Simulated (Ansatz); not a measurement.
## Ta4C5: band-structure calculation

System: Ta4C5 (slab, 9 atoms in the cell).
Method: DFT PBE, scalar-relativistic, plane waves, PAW, no spin polarisation (Ansatz 0.2.0).

The structure derives from an entry of the Crystallography Open Database. It belongs to a series of runs on one base structure; here: bands of the relaxed slab.

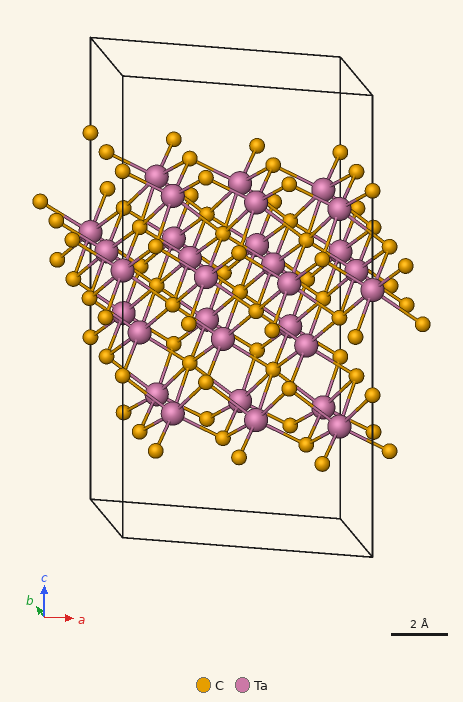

Fig. 1: The input geometry (ball-and-stick view of the 3 × 2 repeat of the cell, with the vacuum cut short, seen slightly off an axis; bonded neighbours outside the cell are drawn too).

**Results in brief**

- outcome: converged
- electrons treated: 72
- free energy: −40982.8637 eV
- work function, top face: 7.11 eV
- work function, bottom face: 7.11 eV
- Fermi energy: 4.035 eV
- gap on the k-point mesh: none (metallic)
- work function (upper face): 7.11 eV
- largest force (length of the vector): 0.010 eV/Å
- hardware: 2 threads of Arm Neoverse V1, 24 GiB of memory available, shared host
- wall time: 54 s (CPU time 1.8 min)
- peak memory: 0.68 GiB

**Notes**

The program warns: the exchange-correlation potential is rough where the density is thin. Spin–orbit coupling is left out, which matters for Ta.

**The input**
```yaml
crystal:
  lattice:
    - [3.1644852995, 0.0, 0.0]
    - [-1.5822426497, 2.7405246593, 0.0]
    - [0.0, 0.0, 25.3351657097]
  atoms:
    - { symbol: C, position: [0.3333333333, 0.6666666667, 0.3036372146] }
    - { symbol: Ta, position: [0.6666666667, 0.3333333333, 0.3423454818] }
    - { symbol: C, position: [0.0, 0.0, 0.4001247685] }
    - { symbol: Ta, position: [0.3333333333, 0.6666666667, 0.447467826] }
    - { symbol: C, position: [0.6666666667, 0.3333333333, 0.4999999967] }
    - { symbol: Ta, position: [0.0, 0.0, 0.5525321753] }
    - { symbol: C, position: [0.3333333333, 0.6666666667, 0.5998752322] }
    - { symbol: Ta, position: [0.6666666667, 0.3333333333, 0.6576545162] }
    - { symbol: C, position: [0.0, 0.0, 0.6963627887] }
basis:
  ecutwfc: 420
kpoints:
  mp_grid: { grid: [12, 12, 1] }
  band_path:
    path:
      - [0.5, 0, 0]
      - [0, 0, 0]
      - [0.3333333333333, 0.3333333333333, 0]
      - [0.5, 0, 0]
    npoints: 12
hamiltonian:
  xc: pbe
scf:
  occupations: { method: gaussian, width: 0.1 }
  n_extra_bands: 24
output:
  forces: true
  eigenvalues: true
  populations: true
  fatbands: true
  write_density: true
  write_potential: true
  elf: true
  volumetric_format: npy
efield:
  axis: 3
  dipole_correction: true
  ramp_width: 0.04
```

Launched with:
```bash
ansatz run input.yaml --threads 2 --pin off --max-ram 5120MiB --backend cpu --events-out ev --progress --plain --runs-dir out
```

**Log**
```
scf.n_extra_bands = 24 over 36 filled bands (N_el = 72.0): the run solves 60 bands
Engine: ansatz 0.2.0, aarch64-unknown-linux-gnu
Pseudopotentials: kind: paw
Pseudopotential: C, paw, valence charge 4, recommended cutoff 420 eV (normal), C.paw.azcp
Pseudopotential: Ta, paw, valence charge 13, recommended cutoff 420 eV (normal), Ta.paw.azcp
Functional definition: PBE
  parameter kappa = 0.804
  parameter beta = 0.06672455060314922
  exchange = pbe_x(kappa = kappa, mu = beta*pi^2/3)
  correlation = pbe_c(beta = beta)
Crystal: 9 atoms, lattice volume = 219.715 Å³
Basis set: ecut = 420 eV, 4237 PW (Γ), exchange–correlation on 48×48×360 points (8 copies of the dense FFT grid, shifted against one another)
Bands: 60, of which v1, the nominal top of the filled ones, is band 36 counted from 1 (35 counted from 0)
Symmetry: 6 space group operations
k-points: 19 of 144 (time reversal used)
Non-local potential: C, projectors of the file, l = 0: 2, l = 1: 2, l = 2: 1
Non-local potential: Ta, projectors of the file, l = 0: 3, l = 1: 2, l = 2: 2, l = 3: 1
PAW form: soft (Blöchl's): semilocal exchange-correlation on the pseudo side does not see the compensation charge
PAW one-centre angular grid: C, 110 points (default); XC on 64 Gauss nodes
PAW one-centre angular grid: Ta, 590 points (default); XC on 64 Gauss nodes
Initial density: superposition of atomic densities (neutral atoms: chi_scale 0, normalization atom), corrected by the library's trained network
Initial wavefunctions: pseudopotential atomic-orbital guess
Functional: x = pbe(κ = 0.804, μ = 0.2195149727645171), c = pbe(β = 0.06672455060314922)
SCF iter   1: F=—  HF=-40983.015426 eV  |F-HF|=—  |Δ(HF+E_count)|=         —  Δρ=1.08e-2  dr2=2.95e0  ethr=1.77e-3  p=0.000 e·Å  D=5.07e-9 V/Å  ΔV_dip=-0.00 eV  dr2_dipole=3.51e-6  V_vac-E_F(+/−)=6.44/6.44 eV  ⟨swp⟩=7.0  Hψ=5221  notcnv=0  defer=176
efield: sawtooth ramp at fractional position 0.9800 (placed from the atoms, in the widest stretch of the axis that holds none; the zero of the levels goes with the place), width 0.0400; the density the first Hamiltonian is built on has a dipole p = 0.000 e·Å; the dipole correction subtracts the counter field D = 5.07e-9 V/Å, which shifts the + side's vacuum level by -0.00 eV against the − side's; the planar-averaged density in the ramp window peaks in size at 1.3e-5 e/Å³
preconditioner: auto → LDOS  [metal: Δε(μ)=0.078 eV  Ē_g=10.706 eV  σ=0.100 eV  W_gap=0.41  n_scr=18 (ndim 8)  ℏωp=15.8 eV  f_vac=0.498  D(μ)=1.41/eV (n_scr^D=8)  β→1.0]
SCF iter   2: F=—  HF=-40983.249996 eV  |F-HF|=—  |Δ(HF+E_count)|=   2.35e-1  Δρ=2.01e-2  dr2=1.12e1  ethr=1.77e-3  p=0.000 e·Å  D=4.58e-5 V/Å  ΔV_dip=-0.00 eV  dr2_dipole=4.59e-5  V_vac-E_F(+/−)=7.81/7.81 eV  ⟨swp⟩=2.7  Hψ=1579  notcnv=0  defer=308  recentre
SCF iter   3: F=—  HF=-40982.880805 eV  |F-HF|=—  |Δ(HF+E_count)|=   3.69e-1  Δρ=3.46e-3  dr2=3.34e-1  ethr=1.77e-3  p=0.000 e·Å  D=1.06e-5 V/Å  ΔV_dip=-0.00 eV  dr2_dipole=3.37e-7  V_vac-E_F(+/−)=6.93/6.93 eV  ⟨swp⟩=2.1  Hψ=1399  notcnv=0  defer=245
SCF iter   4: F=—  HF=-40982.866123 eV  |F-HF|=—  |Δ(HF+E_count)|=   1.47e-2  Δρ=7.63e-4  dr2=1.61e-2  ethr=4.64e-4  p=-0.000 e·Å  D=-1.91e-5 V/Å  ΔV_dip=0.00 eV  dr2_dipole=1.25e-6  V_vac-E_F(+/−)=7.13/7.13 eV  ⟨swp⟩=1.9  Hψ=1215  notcnv=0  defer=276
SCF iter   5: F=—  HF=-40982.863864 eV  |F-HF|=—  |Δ(HF+E_count)|=   2.26e-3  Δρ=2.61e-4  dr2=1.77e-3  ethr=2.23e-5  p=-0.000 e·Å  D=-4.04e-6 V/Å  ΔV_dip=0.00 eV  dr2_dipole=1.55e-8  V_vac-E_F(+/−)=7.13/7.13 eV  ⟨swp⟩=2.0  Hψ=1179  notcnv=0  defer=276
SCF iter   6: F=—  HF=-40982.863828 eV  |F-HF|=—  |Δ(HF+E_count)|=   3.69e-5  Δρ=4.89e-5  dr2=1.39e-5  ethr=2.45e-6  p=-0.000 e·Å  D=-1.05e-6 V/Å  ΔV_dip=0.00 eV  dr2_dipole=5.73e-9  V_vac-E_F(+/−)=7.12/7.12 eV  ⟨swp⟩=1.9  Hψ=968  notcnv=0  defer=276
SCF iter   7: F=—  HF=-40982.863681 eV  |F-HF|=—  |Δ(HF+E_count)|=   1.47e-4  Δρ=2.98e-5  dr2=3.44e-6  ethr=1.92e-8  p=0.000 e·Å  D=1.92e-7 V/Å  ΔV_dip=-0.00 eV  dr2_dipole=2.22e-10  V_vac-E_F(+/−)=7.11/7.11 eV  ⟨swp⟩=2.9  Hψ=1775  notcnv=0  defer=301
SCF iter   8: F=—  HF=-40982.863681 eV  |F-HF|=—  |Δ(HF+E_count)|=   4.77e-7  Δρ=3.25e-5  dr2=9.76e-6  ethr=4.78e-9  p=-0.000 e·Å  D=-3.21e-7 V/Å  ΔV_dip=0.00 eV  dr2_dipole=1.75e-9  V_vac-E_F(+/−)=7.12/7.12 eV  ⟨swp⟩=2.6  Hψ=1638  notcnv=0  defer=300  recentre
SCF iter   9: F=—  HF=-40982.863680 eV  |F-HF|=—  |Δ(HF+E_count)|=   9.76e-7  Δρ=6.62e-6  dr2=2.67e-7  ethr=4.78e-9  p=0.000 e·Å  D=6.78e-9 V/Å  ΔV_dip=-0.00 eV  dr2_dipole=4.92e-12  V_vac-E_F(+/−)=7.11/7.11 eV  ⟨swp⟩=2.2  Hψ=1386  notcnv=0  defer=300
SCF iter  10: F=-40982.863680 eV  HF=-40982.863680 eV  |F-HF|=7.17e-9  |Δ(HF+E_count)|=   3.12e-8  Δρ=1.33e-6  dr2=7.47e-9  ethr=1.39e-10  p=0.000 e·Å  D=1.56e-8 V/Å  ΔV_dip=-0.00 eV  dr2_dipole=1.90e-15  V_vac-E_F(+/−)=7.11/7.11 eV  ⟨swp⟩=27.0  Hψ=11693  notcnv=0
SCF 1 converged in 10 iterations: F = -40982.863680 eV  dr2 = 7.47e-9
  greatest PAW one-centre occupation: 1.000 electrons in one spin orbital (limit 2), on the Ta atom at site 1 (counted from 0), in its partial waves of l = 0
```

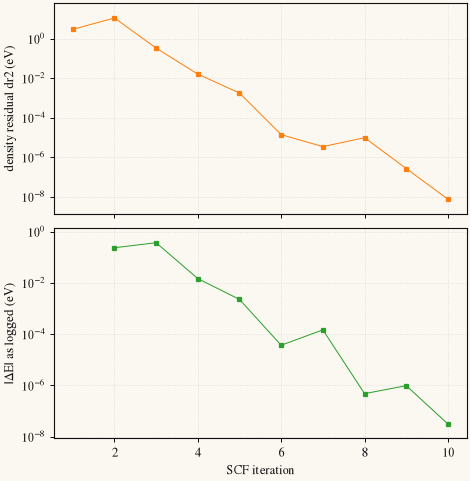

Fig. 2: Convergence of the self-consistent field: density residual dr2 and size of the energy change against the SCF iteration. The residual falls unevenly and jumps up by a factor of two or more 2 times on the way down.

```
NSCF: frozen V_eff on 37 k-points
efield: sawtooth ramp at fractional position 0.9800 (kept from the solve that this one continues, or follows in the run), width 0.0400; the density the first Hamiltonian is built on has a dipole p = 0.000 e·Å; the dipole correction subtracts the counter field D = 1.56e-8 V/Å, which shifts the + side's vacuum level by -0.00 eV against the − side's; the planar-averaged density in the ramp window peaks in size at 7.5e-6 e/Å³
WARN: The input density's exchange-correlation potential varies sharply where the density is thin. Do not read a vacuum level from v_tot or v_xc, or from such a field of the output density. On a cell that repeats whose density bears no net charge and no dipole along the vacuum's axis use v_es (v_loc + v_h of the components); under efield.dipole_correction with no amplitude use v_es + v_field, which holds any external_charges[].barrier, or the levels of the report's work_function block, which leave it out; under a non-zero efield.amplitude the vacuum is tilted and has no level; on a cell that repeats and bears such a dipole with no correction it is tilted too, and efield.dipole_correction with no amplitude gives each side of its ramp a level where efield: is served; in a cell that repeats whose density bears a net charge (total_charge, or a fill off its count) it is curved and has none; of a slab under crystal.periodic whose density bears no net charge use v_es, which has a level on each side, short of where the two are joined; of another it falls or rises all the way out and has none; of a slab beside external_charges read slab_vacuum_level instead, which it has where they leave it neutral. The grid or the basis barely resolves most such structure, and the values can differ between equally converged runs; as a rule a tighter scf.convergence.dr2_threshold does not remove it. Where the density itself ripples (under the LDA too) a higher basis.ecutwfc lessens it. The files hold the spikes' plane waves up to the density's cutoff. Files: v_tot and the like, and their columns of v_z.tsv (output.write_potential); v_xc and the like, and their columns of v_comp_z.tsv (output.write_potential_components); where files of the output density stand in their place, no point of their own thin density is over the threshold below, and this is of outcome.potential() and, of a run that writes arrays (npy), the arrays of these names. Measured: with its Gaussian average of σ = 0.25 Å subtracted twice, the exchange-correlation potential is over 0.1 eV at 1 of the grid points where the equally averaged density (valence and model cores) is under 1e-3 e/Å³, and 0.111 eV at the most among them, at an averaged density of 2.7e-7 e/Å³. See output.write_potential in the manual, Limitations
SCF converged after 10 iterations
Free energy (F): -40982.863680 eV
Harris-Foulkes:  -40982.863680 eV  (|F-HF|=7.17e-9)
Internal energy: -40982.849695 eV  (E = F + TS)
E sigma→0 (E₀):  -40982.856688 eV
Entropy (-TS):   -0.013985 eV (-1.554 meV/atom)
Fermi energy:    4.034983 eV
Dipole field:    D = -0.000000 V/Å  (p = -0.000000 e·Å, saw-weighted, corrected)
Work function:   Φ+ = 7.1144 eV   Φ− = 7.1144 eV
Levels:          The Fermi level and band energies are counted from a zero that moves with the ramp; work functions are not
--- Per-component energies (eV) ---
  E_band       = -1287.755274
  E_kinetic    = 1902.086734
  E_local      = -75686.001690  (includes V_loc(G=0)·N_el)
  E_nonlocal   = 193.794146
  E_hartree    = 36950.781255
  E_xc         = -1114.903234
  E_vxc        = -1114.810283  (∫ρ·V_xc dr)
  E_paw        = -34081.423254  (= ΣΔE_a)
  E_vpaw       = -484.374380  (= ΣTr[D̂ρ^β])
  E_aug_tail   = 0.000604  (compensation charges beyond the density's cutoff)
  E_efield     = 0.000000  (sawtooth field / dipole correction)
  E_vefield    = -0.000000  (∫n·V_field dr)
  E_ewald      = 30852.815745
  E_smearing   = -0.013985  (= −TS)
  E_closure    = 0.000000  (closes the sum)
  Σ components = -40982.863680   (vs F -40982.863680, Δ=0.00e0)
--- Forces (eV/Å), atoms counted from 1 ---
  atom   1  C      0.00000000    -0.00000000    -0.00084331
  atom   2  Ta     0.00000000    -0.00000000     0.00956366
  atom   3  C     -0.00000000    -0.00000000     0.00526395
  atom   4  Ta    -0.00000000    -0.00000000     0.00776791
  atom   5  C      0.00000000     0.00000000    -0.00000028
  atom   6  Ta     0.00000000     0.00000000    -0.00776943
  atom   7  C      0.00000000     0.00000000    -0.00526186
  atom   8  Ta     0.00000000     0.00000000    -0.00956145
  atom   9  C      0.00000000     0.00000000     0.00084136
  max |Σ_I F_I| component: 5.43e-7 eV/Å
--- Band table (eV; the first three rows and the last of 19) ---
  k-point 0: bands = ["-64.6390", "-64.6225", "-63.2844", "-63.2844", "-31.4057", "-31.1226", "-30.9749", "-30.9749", "-30.9475", "-30.9475", "-29.9168", "-29.9125", "-29.6385", "-29.6385", "-29.6385", "-29.6385", "-10.0484", "-8.8754", "-7.5315", "-5.9954", "-5.1582", "-2.4491", "-0.7664", "-0.7664", "-0.6279", "0.2387", "0.2387", "1.0769", "1.4714", "1.4714", "1.9083", "2.3815", "2.3815", "3.7930", "3.9475", "3.9475", "4.2659", "4.2659", "5.1933", "5.1933", "5.2367", "6.3141", "6.4738", "6.4738", "6.9710", "6.9710", "7.8160", "8.2805", "8.2805", "8.7945", "10.7609", "10.8947", "10.8947", "10.9907", "11.5460", "11.6973", "12.6443", "12.8014", "13.3698", "13.3698"]
  k-point 1: bands = ["-64.6368", "-64.6208", "-63.2824", "-63.2824", "-31.3954", "-31.1252", "-31.0067", "-30.9851", "-30.9828", "-30.9537", "-29.9112", "-29.9074", "-29.6762", "-29.6761", "-29.6470", "-29.6470", "-9.8883", "-8.7426", "-7.4533", "-5.8823", "-5.2343", "-2.4827", "-0.8982", "-0.6804", "-0.5323", "0.0942", "0.3073", "1.1175", "1.2088", "1.5077", "1.8217", "2.0176", "2.4821", "3.0638", "3.2123", "4.1389", "4.6511", "4.9259", "5.1884", "5.2603", "5.7659", "6.0649", "6.6202", "6.6965", "6.9156", "6.9541", "8.0716", "8.3670", "8.4608", "8.9310", "10.6143", "10.9418", "10.9824", "11.1849", "11.8600", "11.9244", "12.5787", "12.7962", "13.0539", "13.3140"]
  k-point 2: bands = ["-64.6308", "-64.6162", "-63.2769", "-63.2769", "-31.3676", "-31.1576", "-31.0824", "-31.0619", "-31.0119", "-30.9714", "-29.8963", "-29.8940", "-29.7776", "-29.7772", "-29.6702", "-29.6702", "-9.4354", "-8.3840", "-7.2990", "-5.6151", "-5.3456", "-2.4822", "-1.1966", "-0.4763", "-0.3821", "-0.3445", "0.4477", "0.5928", "0.9502", "1.3900", "1.4926", "1.9337", "2.6765", "2.6967", "2.8700", "3.5327", "4.7051", "4.7594", "5.3573", "6.2806", "6.3084", "6.5453", "6.5466", "6.7718", "7.2636", "7.3986", "8.3589", "8.4018", "8.8701", "9.3796", "10.5543", "11.0005", "11.3703", "11.6303", "12.0994", "12.2404", "12.4794", "13.0556", "13.2180", "13.5742"]
  k-point 18: bands = ["-64.5980", "-64.5980", "-63.2506", "-63.2506", "-31.3670", "-31.3575", "-31.3575", "-31.2757", "-31.1200", "-31.1200", "-30.0336", "-30.0336", "-29.9962", "-29.9962", "-29.8246", "-29.8243", "-7.2235", "-6.8522", "-6.8522", "-4.5014", "-4.5014", "-2.1993", "-2.1993", "-1.5567", "-1.4939", "-0.4195", "-0.4057", "-0.4057", "0.1704", "0.1704", "1.3526", "1.3526", "3.3321", "3.4082", "3.9561", "3.9561", "5.6357", "5.6357", "5.7098", "6.4710", "6.4710", "6.9613", "7.1044", "7.9718", "8.4228", "8.4228", "8.8519", "8.8519", "10.6787", "10.8863", "10.8863", "11.6439", "12.4384", "12.4384", "12.9503", "12.9503", "15.4388", "15.8153", "15.8153", "16.0714"]
--- Löwdin populations: 9 sites ---
  site symbol       q [e]
     0      C      4.5313
     1     Ta     12.0423
     2      C      4.7966
     3     Ta     12.0818
     4      C      4.8230
     5     Ta     12.0818
     6      C      4.7966
     7     Ta     12.0423
     8      C      4.5313
  spilling = 0.003790 (of n_electrons = 72.000000)
```

**File populations.tsv**
```
# site	symbol	l	j	q
# orbitals = lowdin
# n_electrons = 72.000000
# spilling = 0.003790
0	C	0_2S	-	1.439215
0	C	1_2P	-	3.092098
1	Ta	0_5S	-	1.940491
1	Ta	0_6S	-	0.527401
1	Ta	1_5P	-	5.970038
1	Ta	2_5D	-	3.604417
2	C	0_2S	-	1.314686
2	C	1_2P	-	3.481913
3	Ta	0_5S	-	1.943662
3	Ta	0_6S	-	0.499295
3	Ta	1_5P	-	5.983372
3	Ta	2_5D	-	3.655494
4	C	0_2S	-	1.305983
4	C	1_2P	-	3.517012
5	Ta	0_5S	-	1.943662
5	Ta	0_6S	-	0.499295
5	Ta	1_5P	-	5.983372
5	Ta	2_5D	-	3.655493
6	C	0_2S	-	1.314686
6	C	1_2P	-	3.481913
7	Ta	0_5S	-	1.940491
7	Ta	0_6S	-	0.527401
7	Ta	1_5P	-	5.970038
7	Ta	2_5D	-	3.604417
8	C	0_2S	-	1.439215
8	C	1_2P	-	3.092098
```

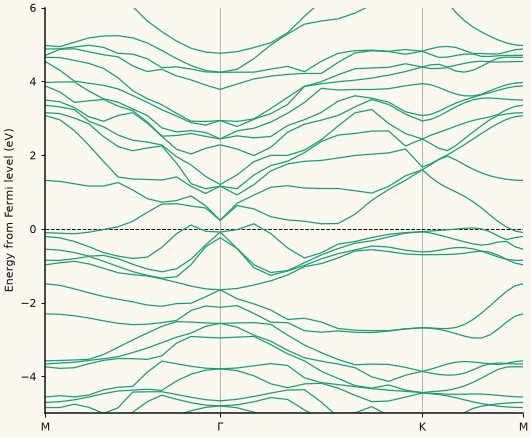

Fig. 3: Band structure along M–Γ–K–M, with energies from the Fermi level. Bands cross the Fermi level: a metal at this level of theory.

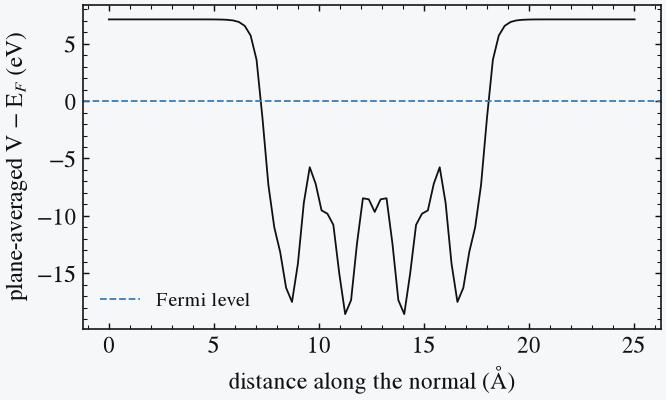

Fig. 4: Plane average of the electrostatic potential energy of an electron across the cell, from the Fermi level. The vacuum level lies 7.11 eV above the Fermi level.

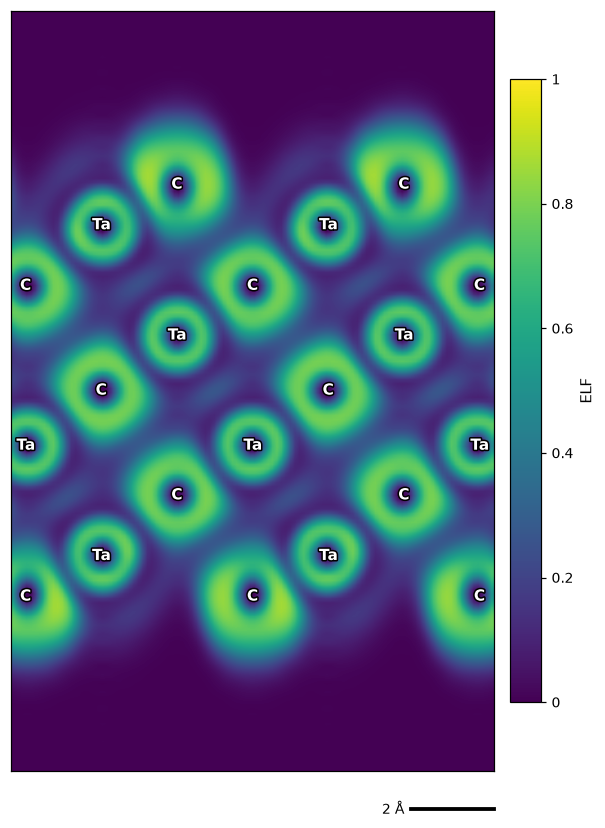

Fig. 5: ELF on the (110) plane of the calculation cell, a cut from vacuum to vacuum. Ta–C (2.07 Å): the ELF is about 0.35 at the midpoint. Ta–C (2.19 Å): the ELF is about 0.25 at the midpoint (no shared pair; the contact is polar). Ta–C (2.26 Å): the ELF is about 0.25 at the midpoint (a polar contact without a shared pair, in a metal). Ta–C (2.34 Å): the ELF is about 0.20 at the midpoint (no shared pair; the contact is polar). The strong features right at Ta lie inside the PAW spheres (semicore, d or f shells) and say nothing about bonding. In a PAW calculation such maps are meaningful between the atoms, not at the nuclei.

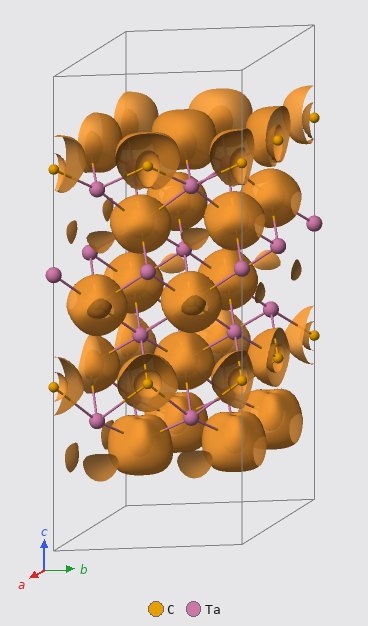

Fig. 6: Isosurface of the ELF at 0.65 (orange), seen slightly off an axis. Core shells and regions of very low density are left out. Sticks mark near contacts. Counts are for one cell; the picture repeats the cell along the surface. Along the contacts the grid gives the following. Ta–C (2.07 Å): the ELF is about 0.35 at the midpoint. Ta–C (2.19 Å): the ELF is about 0.25 at the midpoint; no shared pair; the contact is polar.
